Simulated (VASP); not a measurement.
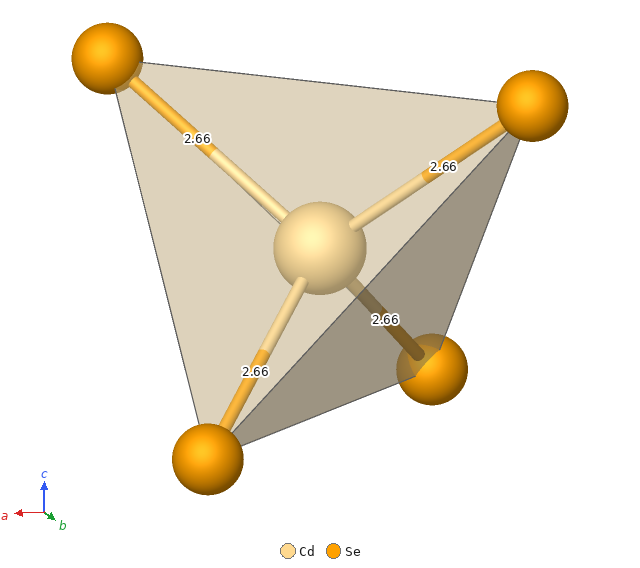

Coordination of Cd in CdSe (F-43m); bond lengths in Å. Shape measures S are computed against regular polyhedra or, for capped shapes, the nearer of the equal-edge and equal-bond forms. Source: a cell listed in the Materials Project, as set up for an electronic-structure calculation.

> Name the coordination polyhedron and say how regular it is.

CdSe4: an essentially ideal tetrahedron (coordination number 4, S = 0.00; next best see-saw, S = 9.8).

> Does the central atom sit at the centroid of its ligands?

Yes, to within 0.01 Å; the site symmetry is -43m.
